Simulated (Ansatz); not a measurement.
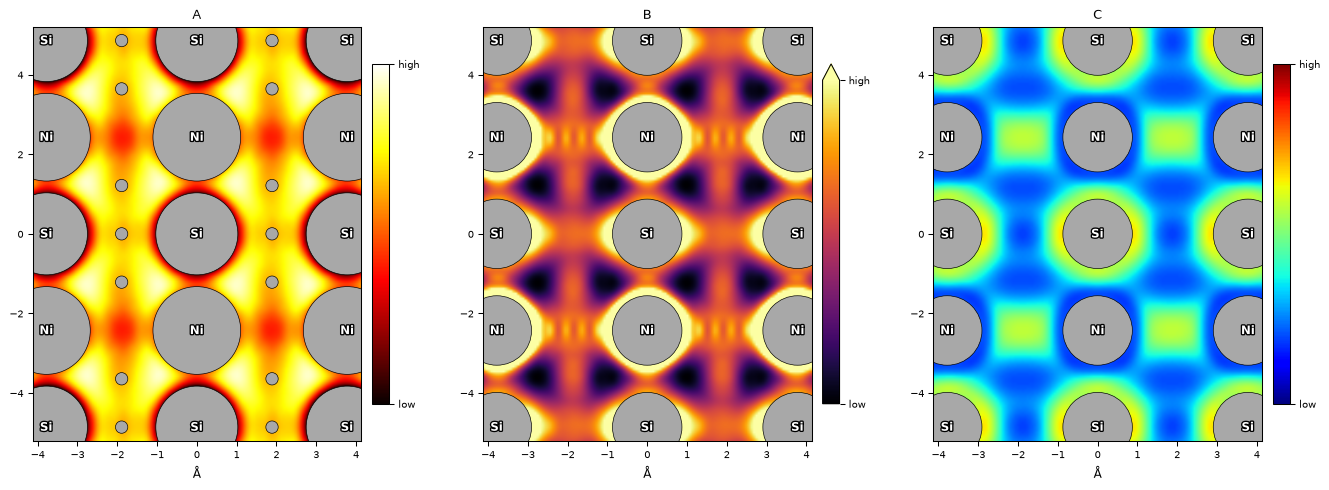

SiNi$_{2}$: 3 fields on the (010) plane of the conventional cell, with unlabelled colour scales. Grey discs cover the atomic cores.

Space group P6₃/mmc; computed pressure about 25 GPa in this cell; the program warned that a starting moment wasn't kept; spin-polarised, but the moments vanished.

Theory: Ansatz 0.2.0, DFT, PBE, plane-wave PAW, default files, scalar-relativistic.

### Which field does each panel show? The fields are: electron localisation function, electrostatic potential energy of an electron and valence pseudo-density.

Panel A: electrostatic potential energy of an electron (low next to the atoms, rising into the space between them). Panel B: valence pseudo-density. Panel C: electron localisation function. From the grid: Si–Ni (2.43 Å): the density is about 0.37 e/Å³ at the midpoint; the ELF peaks at about 0.60 in the valence shell of Si, 0.9 Å from its nucleus, and is about 0.40 at the midpoint.
